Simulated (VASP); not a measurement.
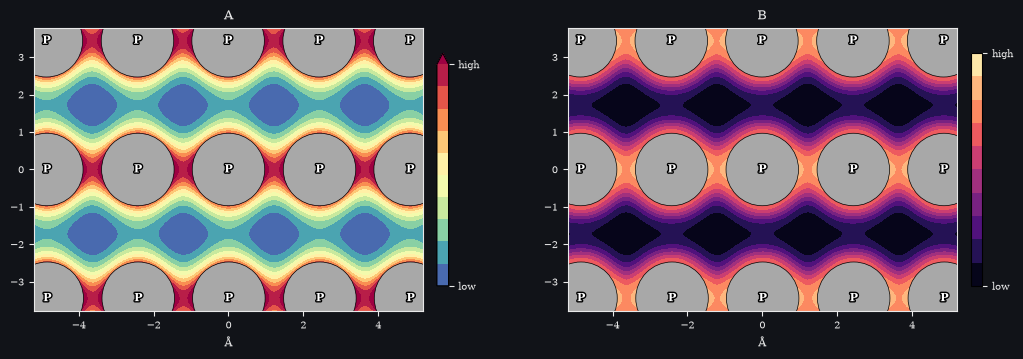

P: 2 fields on the (11̄0) plane of the calculation cell, with unlabelled colour scales. Grey discs cover the atomic cores.

Space group P2/m; a structure from a database of computed crystals, not necessarily the ambient phase.

These are results of Kohn-Sham DFT of a periodic cell, PBE, VASP PAW PBE potentials, recommended in VASP 6.6.1, not measurements.

The panels show electron localisation function and valence pseudo-density in some order. Assign them.

Panel A: valence pseudo-density. Panel B: electron localisation function. From the grid: P–P (2.42 Å): ρ is about 0.54 e/Å³ halfway; the ELF peaks at about 0.85 between the atoms.
